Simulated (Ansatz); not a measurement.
# Run report: Ta23N24, single-point calculation (part 1 of 2)

Ta23N24 (defect cell, 47 atoms in the cell), computed with DFT PBE, scalar-relativistic, plane waves, PAW, spin-polarised (Ansatz 0.2.0).

The structure derives from an entry of the Crystallography Open Database.

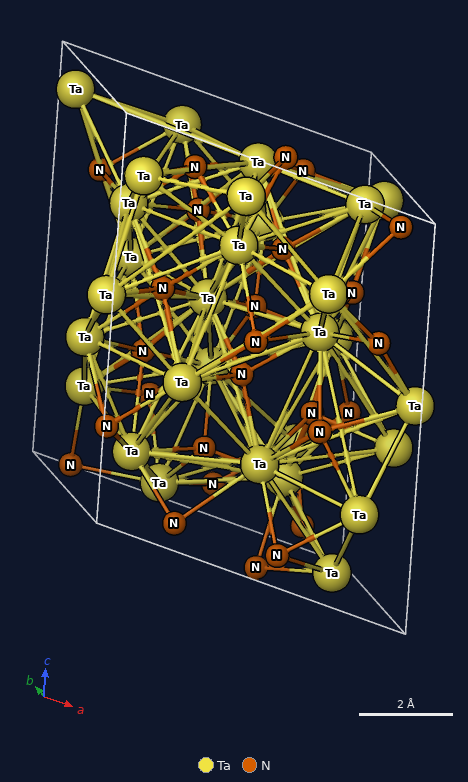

The structure as given in the input (ball-and-stick view of the cell of the calculation, seen slightly off an axis). An atom can appear more than once, as a periodic image.

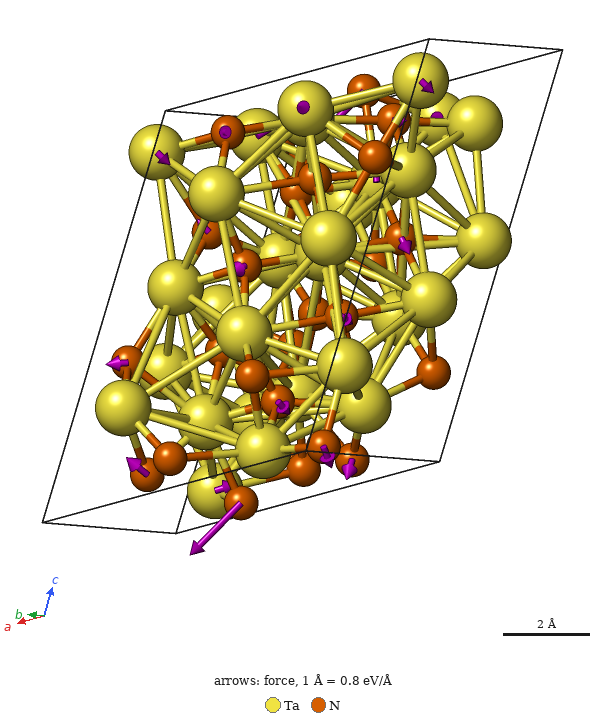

Forces on the atoms as pink arrows (ball-and-stick view of the cell of the calculation, seen at an oblique angle); the smallest are left out. The largest act on N47 (1.38 eV/Å); Ta22 (0.94 eV/Å); N25 (0.57 eV/Å); Ta20 (0.55 eV/Å), among others. Atoms are counted from 1 in the order of the input and aren't labelled in the picture. The geometry is not a stationary point of this energy.

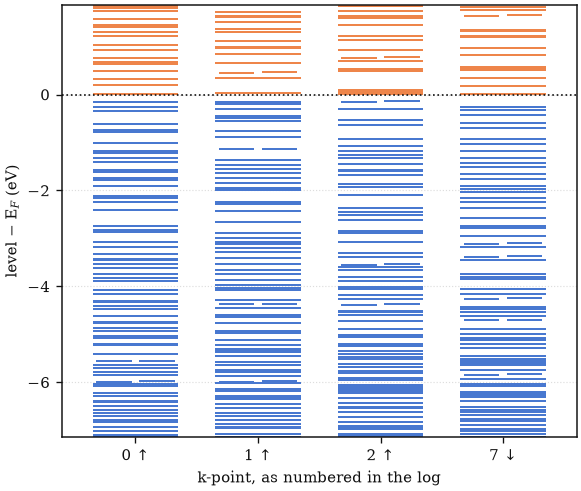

Kohn–Sham levels near the Fermi level (dotted) at the few k-points that the log prints; levels within 0.02 eV of each other stand side by side. The system is metallic on the full mesh.

The input and output of the run follow.

The input
```yaml
crystal:
  lattice:
    - [-4.575, 2.641377, 4.94]
    - [4.575, -2.641377, 4.94]
    - [4.575, 7.924132, -4.94]
  atoms:
    - { symbol: Ta, position: [0.7014985067, 0.5557822421, 0.2043336072] }
    - { symbol: Ta, position: [0.5042110856, 0.8166044579, 0.3774807979] }
    - { symbol: Ta, position: [0.0103973646, 0.4139806469, 0.3844931378] }
    - { symbol: Ta, position: [0.8736098135, 0.7628007295, 0.5550202189] }
    - { symbol: Ta, position: [0.2670172842, 0.1336356557, 0.3921913471] }
    - { symbol: Ta, position: [0.1562214859, 0.5886619718, 0.7194035103] }
    - { symbol: Ta, position: [0.681693572, 0.0085510215, 0.74217296] }
    - { symbol: Ta, position: [0.4457904096, 0.2805108787, 0.74915127] }
    - { symbol: Ta, position: [0.0328613305, 0.9126693348, 0.9070153063] }
    - { symbol: Ta, position: [0.7919993182, 0.1739795663, 0.062820044] }
    - { symbol: Ta, position: [0.3429584444, 0.7067944987, 0.0679611814] }
    - { symbol: Ta, position: [0.1748055663, 0.3708463613, 0.1572561496] }
    - { symbol: Ta, position: [0.8217527007, 0.9737865713, 0.2480046968] }
    - { symbol: Ta, position: [0.5488233063, 0.2183004797, 0.253620882] }
    - { symbol: Ta, position: [0.0917128122, 0.7424730815, 0.2292199399] }
    - { symbol: Ta, position: [1.0098262244, 0.1443034871, 0.5343231646] }
    - { symbol: Ta, position: [0.4227709558, 0.5642907356, 0.5649138943] }
    - { symbol: Ta, position: [0.238301086, 0.8765883388, 0.560637128] }
    - { symbol: Ta, position: [0.7290082928, 0.3131200811, 0.6077437528] }
    - { symbol: Ta, position: [0.5790334424, 0.6972979249, 0.9151144628] }
    - { symbol: Ta, position: [0.1254713709, 0.2596196019, 0.8357194707] }
    - { symbol: Ta, position: [0.8798166209, 0.485469569, -0.0694527438] }
    - { symbol: Ta, position: [0.4043361632, 0.0335181271, -0.0994925854] }
    - { symbol: "N", position: [0.2782751887, 0.15021268, 0.0488267008] }
    - { symbol: "N", position: [0.8003906208, 0.6902846036, 0.0896159166] }
    - { symbol: "N", position: [0.6996983221, 0.0756097578, 0.3993194077] }
    - { symbol: "N", position: [0.2405940406, 0.6105324679, 0.3787826666] }
    - { symbol: "N", position: [-0.05147014, 0.8122548387, 0.3845002132] }
    - { symbol: "N", position: [0.5000955083, 0.3474518627, 0.4376970779] }
    - { symbol: "N", position: [0.4206506606, 0.7859568962, 0.7403733022] }
    - { symbol: "N", position: [0.8680684708, 0.0889076571, 0.6581280775] }
    - { symbol: "N", position: [0.6357098909, 0.5053992806, 0.7525451606] }
    - { symbol: "N", position: [0.1281965356, -0.0909901607, 0.7376133471] }
    - { symbol: "N", position: [-0.0609501518, 0.2156402686, -0.0614612505] }
    - { symbol: "N", position: [0.5700815275, 0.9671770934, 0.0813095811] }
    - { symbol: "N", position: [0.4387852485, 0.5364110977, 0.2082643086] }
    - { symbol: "N", position: [1.0441340336, 0.160595682, 0.2201223319] }
    - { symbol: "N", position: [0.7599327553, 0.4856723208, 0.3894080639] }
    - { symbol: "N", position: [0.3441147829, 0.9462507526, 0.2424006928] }
    - { symbol: "N", position: [0.2323628637, 0.3549261636, 0.5737103199] }
    - { symbol: "N", position: [0.6160005318, 0.7597952333, 0.5627440982] }
    - { symbol: "N", position: [0.4752402996, 0.0656765345, 0.5599464312] }
    - { symbol: "N", position: [0.8880228581, 0.6137018674, 0.6954568381] }
    - { symbol: "N", position: [0.7687142379, 0.9046080589, 0.9097708947] }
    - { symbol: "N", position: [0.3350501064, 0.4885163386, 0.874438814] }
    - { symbol: "N", position: [0.0695930474, 0.7582360342, 0.0286845486] }
    - { symbol: "N", position: [0.5842490192, 0.3260719729, -0.0068976584] }
magnetization:
  spin_polarized: true
basis:
  ecutwfc: 420
  fft_grid_basis: typed
kpoints:
  mp_grid: { grid: [2, 2, 2] }
hamiltonian:
  xc: pbe
  pseudopotentials: { kind: paw }
scf:
  occupations: { method: gaussian, width: 0.05 }
  n_extra_bands: 17
output:
  forces: true
  stress: false
  eigenvalues: true
  bader: false
  write_density: false
  volumetric_format: npy
  populations: true
  band_densities:
    - { e_range: [-0.25, 0.25] }
    - { e_range: [-1.2, 0.0] }
    - { e_range: [0.0, 1.2] }
  dos:
    e_range: [-30, 8]
    de: 0.02
    method: { smearing: { sigma: 0.03, scheme: gaussian } }
    projected: { site_lists: { "N": ["N"], Ta: [Ta] } }
checkpoint:
  read: start.run
  write: ck
  compress: false
  write_wavefunctions: false
  write_every: 100000
```

Command:
```bash
ansatz run input.yaml --threads 8 --pin off --max-ram 16384MiB --backend cpu --events-out ev --progress --plain --runs-dir out
```

Log
```
Warning: checkpoint.read: spin seed differs: saved 4973ca4edb1d…, current 41879481ceb7…; the loaded state replaces the seed-built initial guess (but the starting_ns of a DFT+U solve that opens without the state's occupation matrices), so the run may converge into the producing seed's basin, or, where the symmetry group that follows from this deck's starting moments and starting_ns does not hold the saved magnetisation, lose that magnetisation at its first build. Where atoms have moved since the state was saved, this difference can also decide whether moments are moved with them. A self-consistent run of this deck without the state starts from its starting moments and, under a DFT+U term, its starting_ns
scf.n_extra_bands = 17 over 210 filled bands (N_el = 419.0): the run solves 227 bands
Engine: ansatz 0.2.0, aarch64-unknown-linux-gnu
Pseudopotentials: kind: paw
Pseudopotential: Ta, paw, valence charge 13, recommended cutoff 420 eV (normal), Ta.paw.azcp
Pseudopotential: N, paw, valence charge 5, recommended cutoff 420 eV (normal), N.paw.azcp
Functional definition: PBE
  parameter kappa = 0.804
  parameter beta = 0.06672455060314922
  exchange = pbe_x(kappa = kappa, mu = beta*pi^2/3)
  correlation = pbe_c(beta = beta)
Crystal: 47 atoms, lattice volume = 477.572 Å³
Basis set: ecut = 420 eV, 9363 PW (Γ), exchange–correlation on 100×100×144 points (8 copies of the dense FFT grid, shifted against one another)
Bands: 227, of which v1, the nominal top of the filled ones, is band 210 counted from 1 (209 counted from 0)
Symmetry: 1 space group operations
Space group: P1 (ITA 1), of the structure as read, at distance tolerance 7.8e-5 Å
k-points: 8
Non-local potential: Ta, projectors of the file, l = 0: 3, l = 1: 2, l = 2: 2, l = 3: 1
Non-local potential: N, projectors of the file, l = 0: 2, l = 1: 2, l = 2: 1
PAW form: soft (Blöchl's): semilocal exchange-correlation on the pseudo side does not see the compensation charge
PAW one-centre angular grid: Ta, 590 points (default); XC on 64 Gauss nodes
PAW one-centre angular grid: N, 110 points (default); XC on 64 Gauss nodes
Initial density: read from a saved state, or passed on in memory by an earlier SCF of this step, an earlier step, the calling program or the single point that the run made first
Stability of the state it starts from, as read at its close in the collinear treatment: not read negative (Ritz values of 1 − χ₀K, real part plus size of imaginary part, from 1.1 to 1.2, by its mixing steps under no symmetry); its run was given moments
Initial wavefunctions: pseudopotential atomic-orbital guess
Functional: x = pbe(κ = 0.804, μ = 0.2195149727645171), c = pbe(β = 0.06672455060314922)
iter 1 solved again at ethr=1.38e-7 eV; its pass at ethr=3.10e-3 eV (dr2=5.78e-4 eV) is discarded
SCF iter   1: F=—  HF=-237677.160105 eV  |F-HF|=—  |Δ(HF+E_count)|=         —  Δρ=1.04e-6 (↑1.03e-6 ↓1.04e-6)  dr2=1.96e-8  dr2_m=7.82e-12  M=-0.000 μB ∫|m|=0.000 μB  β_m=0.30  ethr=1.38e-7  ⟨swp⟩=4.0  Hψ=24806  notcnv=0
eigensolver tolerance schedule: the retry pair's looser diagonalisation over-reported the residual by 29408.72 of it (diagonalisation noise at an unbounded share of the residual, at the tolerance the schedule requests for it); recorded, not acted on — ethr = c·dr2/N_el stays at c = 1.0e-1
preconditioner: auto → Resta (q_TF=auto, 2.669 Å⁻¹)  ε∞=11.0  [insulator: Δε(μ)=0.143 eV  Ē_g=8.240 eV  σ=0.050 eV  W_gap=0.51  n_scr=154 (ndim 8)  ℏωp=26.0 eV  f_vac=0.000  D(μ)=15.03/eV (n_scr^D=108)  ε∞_Penn≈11.0]
spin=Collinear: Resta preconditioning applied to the charge; magnetization (m = ρ↑ − ρ↓) channel mixes plain (no charge-response kernel on spin).
SCF iter   2: F=—  HF=-237677.160208 eV  |F-HF|=—  |Δ(HF+E_count)|=   1.02e-4  Δρ=7.58e-7 (↑7.45e-7 ↓7.58e-7)  dr2=1.21e-8  dr2_m=5.64e-12  M=-0.000 μB ∫|m|=0.000 μB  β_m=0.27  ethr=4.69e-12  ⟨swp⟩=10.8  Hψ=14798  notcnv=0
SCF iter   3: F=-237677.160208 eV  HF=-237677.160208 eV  |F-HF|=2.50e-9  |Δ(HF+E_count)|=   1.02e-9  Δρ=5.13e-7 (↑5.02e-7 ↓5.13e-7)  dr2=5.61e-9  dr2_m=4.68e-12  M=-0.000 μB ∫|m|=0.000 μB  ethr=2.89e-12  ⟨swp⟩=1.0  Hψ=7336  notcnv=0
SCF 1 converged in 3 iterations: F = -237677.160208 eV  dr2 = 5.61e-9
  greatest PAW one-centre occupation: 1.000 electrons in one spin orbital (limit 2), on the Ta atom at site 15 (counted from 0), in its partial waves of l = 0
NSCF: frozen V_eff on 8 k-points
SCF converged after 3 iterations
Magnetization: -0.0000 μB (209.5000 up, 209.5000 down)
Absolute magnetization: 0.0000 μB (∫|ρ↑−ρ↓|, with the PAW one-centre terms)
Spin contamination: 0.0000 ħ² per cell (⟨S²⟩ above its minimum at these occupations)
Per-site moments (μB) at R_I (Å): [(-9.778018372198278e-8, 0.7880989762385714), (-1.1800727199977106e-7, 0.8333181987753182), (-2.1683883341607048e-7, 0.7957936899585837), (-6.418916555028736e-8, 0.7795313227417884), (-4.327594912617659e-8, 0.8113508795350904), (-2.910670025545827e-7, 0.7848815970751555), (-2.806486143716676e-7, 0.815433629653374), (-1.539363970452884e-7, 0.8419123630852521), (-4.204565647913697e-7, 0.788891353131524), (-1.6378305647766377e-7, 0.8243619781577235), (-2.2417981079458801e-7, 0.8133143661827195), (-6.591298620521409e-7, 0.816465456814573), (-1.8277749127050653e-8, 0.828481139993046), (-6.460883888344405e-8, 0.8231486114723792), (-1.4269804821229657e-7, 0.8496128585268361), (-7.853778910056916e-8, 0.8164771556977439), (-1.1312302723374196e-7, 0.7966218840240729), (-1.1655540236444498e-8, 0.875778531272509), (-2.2513129951619794e-8, 0.8334814691118314), (-1.993161364081474e-7, 0.8203801224168858), (-2.2626141805000743e-8, 0.8286781867959356), (8.020176006325528e-8, 0.8446935821821644), (-6.724464694951499e-9, 0.8345523171516397), (-2.8155537213994867e-7, 0.816465456814573), (-2.5261712060077e-9, 0.8294854697232381), (-5.7591706998921806e-8, 0.828481139993046), (8.436432123393757e-8, 0.8670467082470196), (1.2094583618632535e-9, 0.8809189545151921), (-7.492273972379419e-8, 0.8013082531408976), (-2.036425775113106e-8, 0.8273202072155817), (-1.5128368555958158e-8, 0.815433629653374), (4.433725539567358e-8, 0.8203801224168858), (-3.3645401453903045e-9, 0.8496541732425497), (-6.071389117716794e-8, 0.8243619781577235), (-5.9722124865555e-8, 0.8460881727737073), (1.5693394369447747e-7, 0.7880989762385714), (-1.1273154679541508e-7, 0.8454742800922646), (-1.6750204719730658e-8, 0.7957936899585837), (-3.143397818882339e-7, 0.8113508795350904), (-1.0727435519723522e-8, 0.8164771556977439), (3.9482496948120653e-8, 0.7795313227417884), (-1.5504859531268291e-7, 0.8753586472165616), (2.72128216265048e-8, 0.7848815970751555), (-3.676069044037072e-8, 0.7908655008990377), (-3.0243980322389524e-8, 0.8286781867959356), (-3.3459896529168977e-7, 0.788891353131524), (-6.088411238755344e-8, 0.8276166308128801)]
Free energy (F): -237677.160208 eV
Harris-Foulkes:  -237677.160208 eV  (|F-HF|=2.50e-9)
Internal energy: -237677.141426 eV  (E = F + TS)
E sigma→0 (E₀):  -237677.150817 eV
Entropy (-TS):   -0.018782 eV (-0.400 meV/atom)
Fermi energy:    21.259422 eV
--- Per-component energies (eV) ---
  E_band       = -741.353283
  E_kinetic    = 11819.946882
  E_local      = -14263.754240  (includes V_loc(G=0)·N_el)
  E_nonlocal   = 1482.450047
  E_hartree    = 4982.528822
  E_xc         = -6547.635887
  E_vxc        = -6634.917671  (∫ρ·V_xc dr)
  E_paw        = -196218.689031  (= ΣΔE_a)
  E_vpaw       = -3110.141908  (= ΣTr[D̂ρ^β])
  E_aug_tail   = 0.005886  (compensation charges beyond the density's cutoff)
  E_ewald      = -38931.993904
  E_smearing   = -0.018782  (= −TS)
  E_closure    = 0.000000  (closes the sum)
  Σ components = -237677.160208   (vs F -237677.160208, Δ=0.00e0)
--- Forces (eV/Å), atoms counted from 1 ---
  atom   1  Ta     0.03625506     0.01713980     0.10642222
  atom   2  Ta    -0.10334077    -0.02040172     0.15917740
  atom   3  Ta     0.12446557     0.11402378    -0.11902698
  atom   4  Ta     0.02694753     0.10562466     0.01256651
  atom   5  Ta    -0.14228182     0.12703600    -0.02609830
  atom   6  Ta    -0.00582260    -0.16726093     0.15196041
  atom   7  Ta     0.10639764    -0.09286805    -0.01385815
  atom   8  Ta     0.14925701     0.32934790    -0.04752479
  atom   9  Ta    -0.09658303    -0.27452321    -0.19699577
  atom  10  Ta     0.22679944    -0.08761096    -0.39058030
  atom  11  Ta    -0.07944815     0.00741529    -0.09955337
  atom  12  Ta     0.09368332     0.12802837    -0.06806214
  atom  13  Ta     0.07297762     0.13065354    -0.22467890
  atom  14  Ta     0.15842864    -0.16361451     0.14420369
  atom  15  Ta    -0.17488009    -0.05266737    -0.03621960
  atom  16  Ta     0.20994932     0.01767267    -0.10140480
  atom  17  Ta    -0.22446058     0.41846777    -0.08023314
  atom  18  Ta    -0.07357956     0.16541156    -0.11618486
  atom  19  Ta     0.12757023     0.05436093     0.09037815
  atom  20  Ta     0.43935613    -0.32112848    -0.06395588
  atom  21  Ta     0.07871733     0.13458178     0.03371611
  atom  22  Ta     0.11433965     0.34354212    -0.86775658
  atom  23  Ta     0.23702434    -0.09138349     0.19118095
  atom  24  N     -0.04687279    -0.42130367     0.24638576
  atom  25  N      0.33094487     0.23612284     0.40635981
  atom  26  N     -0.00722087     0.06285893    -0.03711157
  atom  27  N     -0.24535577    -0.03627729    -0.26220658
  atom  28  N     -0.03883799     0.06839484     0.43393236
  atom  29  N     -0.01493502     0.01274972    -0.14409993
  atom  30  N      0.12778260    -0.00667229     0.04400728
  atom  31  N     -0.10452465     0.21192903    -0.02043335
  atom  32  N     -0.04345055     0.22081947    -0.03316168
  atom  33  N     -0.13588279    -0.02618602    -0.02865671
  atom  34  N      0.12818455    -0.16384946    -0.05776184
  atom  35  N      0.03509989     0.07382039     0.07690889
  atom  36  N     -0.29579174    -0.12270374    -0.25193144
  atom  37  N     -0.10811041     0.09710526     0.02374169
  atom  38  N     -0.12256983     0.08824668    -0.16858751
  atom  39  N      0.10623791    -0.17095315     0.14729822
  atom  40  N     -0.04063334    -0.39015711    -0.04568505
  atom  41  N      0.11890106    -0.21906780     0.38990488
  atom  42  N      0.19249569     0.02310434    -0.05331488
  atom  43  N      0.15710075     0.24502932     0.19147027
  atom  44  N     -0.21823694     0.20501906     0.02903963
  atom  45  N      0.15873429    -0.17775214    -0.19238120
  atom  46  N     -0.43814195    -0.20408558    -0.17203691
  atom  47  N     -0.79668806    -0.42803424     1.04084371
  max |Σ_I F_I| component: 4.83e-6 eV/Å
--- Band table (eV; the first three rows and the last of 16) ---
```
